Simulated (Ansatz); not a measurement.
Consider SiO₂.

```xyz
24
Lattice="7.4601 0.0000 0.0000 0.0000 7.4601 0.0000 0.0000 0.0000 7.4601" Properties=species:S:1:pos:R:3 pbc="T T T"
Si    5.5951    1.8650    1.8650
Si    1.8650    5.5951    1.8650
Si    1.8650    1.8650    5.5951
Si    5.5951    5.5951    5.5951
Si    3.7300    0.0000    0.0000
Si    0.0000    3.7300    0.0000
Si    0.0000    0.0000    3.7300
Si    3.7300    3.7300    3.7300
O     4.6626    2.7975    2.7975
O     0.9325    6.5276    2.7975
O     0.9325    2.7975    6.5276
O     4.6626    6.5276    6.5276
O     4.6626    0.9325    0.9325
O     0.9325    4.6626    0.9325
O     0.9325    0.9325    4.6626
O     4.6626    4.6626    4.6626
O     6.5276    2.7975    0.9325
O     2.7975    6.5276    0.9325
O     2.7975    2.7975    4.6626
O     6.5276    6.5276    4.6626
O     6.5276    0.9325    2.7975
O     2.7975    4.6626    2.7975
O     2.7975    0.9325    6.5276
O     6.5276    4.6626    6.5276
```

Space group Fd-3m; a structure generated by program, which may or may not match a known phase.

All numbers below come from DFT PBE, scalar-relativistic, plane waves, PAW in Ansatz 0.2.0.

Q: What can the converged valence pseudo-density and electron localisation function tell about the bonding?

A: Si–O (1.62 Å): ρ is about 1.2 e/Å³ halfway; the ELF peaks at about 0.85 between the atoms (a polar covalent bond).

Q: Metal or insulator at this level of theory?

A: It is gapped, with a Kohn–Sham gap of 5.4 eV on the k-point mesh (the band edges may lie off the mesh, which would make the gap smaller).

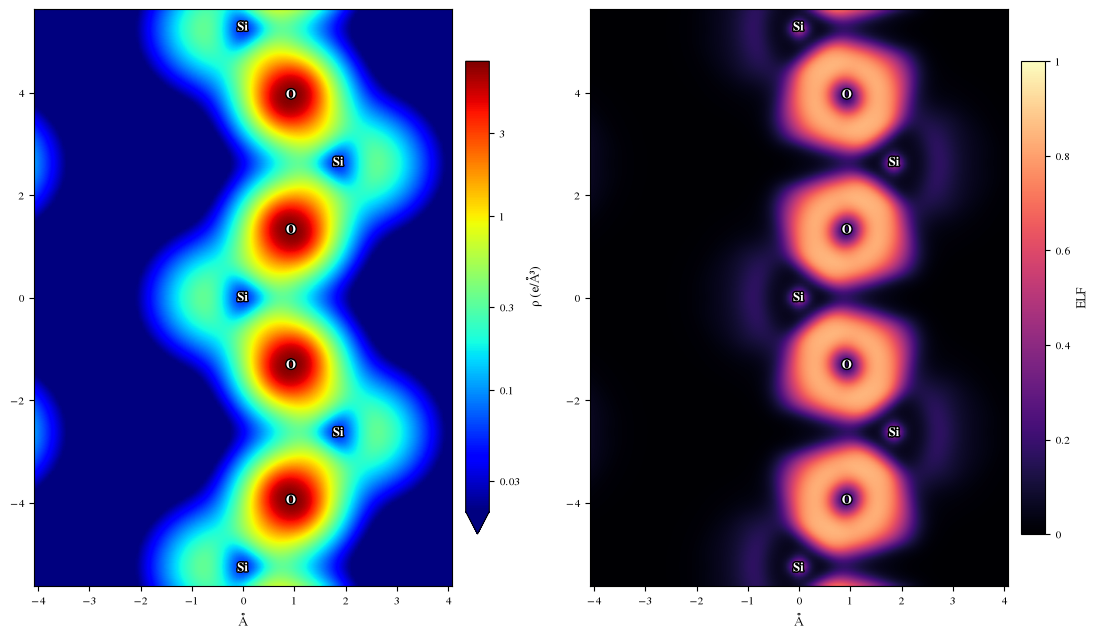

Computed valence pseudo-density and electron localisation function on the (011) plane of the conventional cell, in this order. 

Core electrons are frozen (PAW), and the valence fields are smoothed inside the atomic spheres.
